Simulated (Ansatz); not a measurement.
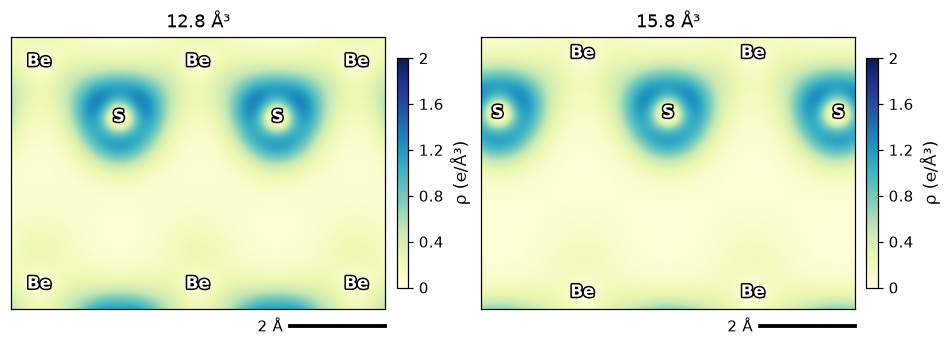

BeS. The valence electron density of cells scaled evenly to different volumes (given per atom above each panel), on the (011̄) plane of each (indices in the axes of the cell below), at one length scale and on one colour scale.

Method: DFT PBEsol, scalar-relativistic, plane waves, PAW (Ansatz).

The largest cell:

```
CELL_PARAMETERS angstrom
0.00000 2.53916 2.49868
2.49868 0.00000 2.49868
2.49868 2.53916 0.00000
ATOMIC_POSITIONS crystal
Be 0.00000 0.00000 0.00000
S 0.75000 0.75000 0.75000
```

| volume (Å³/atom) | Be–S contact in the plane (Å) | ρ at its midpoint (e/Å³) | pressure (GPa) | gap on the mesh (eV) | 
| --- | --- | --- | --- | --- |
| 12.80 | 2.026 | 0.751 | 11.9 | 2.57 | 
| 13.81 | 2.078 | ? | ? | ? | 
| 15.85 | 2.176 | 0.590 | −8.9 | 3.08 | 

Q: Estimate the missing row, and compare with the calculation.

A: Over the known rows ln ρ falls by 1.61 per Å of Be–S distance (the line through the two), which gives 0.691 e/Å³ at 2.078 Å; the calculation gives 0.690 e/Å³. For the pressure, a straight line in volume between the neighbouring rows gives 5.0 GPa; the calculation gives 2.5, lower because pressure rises ever faster on compression. For the gap on the mesh, a straight line in volume between the neighbouring rows gives 2.74 eV; the calculation gives 2.78.
